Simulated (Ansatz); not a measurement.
# Is the response still linear at 0.3 V/Å? 2H-MoSSe 6 layers, 2H (AA')

The dipole of a slab grows in proportion to a weak field along its normal. Does the weak-field slope carry to a strong field?

Set-up. Ansatz 0.2.0, plane waves with PAW datasets (its set soft_2), PBE-D3(BJ); atoms held at their relaxed places, 18 Å of vacuum, dipole correction, cell area 8.94 Å², 18×18 k-points, smearing 0.02585 eV. Without field the slab has no gap over 0.05 eV.

| run | field (V/Å) | dipole (e·Å) |
| --- | --- | --- |
| run 1 | −0.10 | −0.28405 |
| run 2 | 0.00 | −0.10552 |
| run 3 | 0.10 | 0.07322 |
| run 4 | 0.30 | ? |

**Question.** What value belongs in the row marked “?”, and how far can the other rows tell?

A least-squares line through the 3 rows shown has slope 1.786350 and intercept −0.105450; no row lies more than 0.00007 e·Å off it. A perfect conductor with that slope would be 180.95 × 1.78635 / 8.94 = 36.16 Å thick. At 0.30 it gives 1.786350 × 0.30 + (−0.105450) = 0.43046 e·Å, beyond the rows fitted. Rounding and scatter of the rows alone allow about ±0.00021 e·Å there.

The run itself gives 0.43083 e·Å: a miss of +0.00037 e·Å. That is under 1 % of the induced dipole, so the response is still linear.

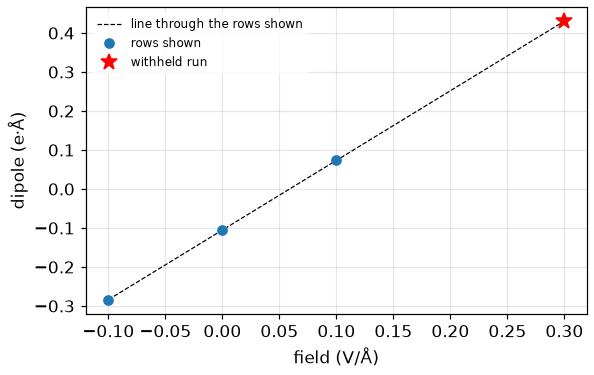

The fit and the withheld run.

**Limits.** Ions are held, so this is the electronic response. Of the series that stay linear within 1 %, this collection keeps about one in seven, and it keeps all that bend. With a small gap or none the response hangs on mesh and smearing, which were not varied here.
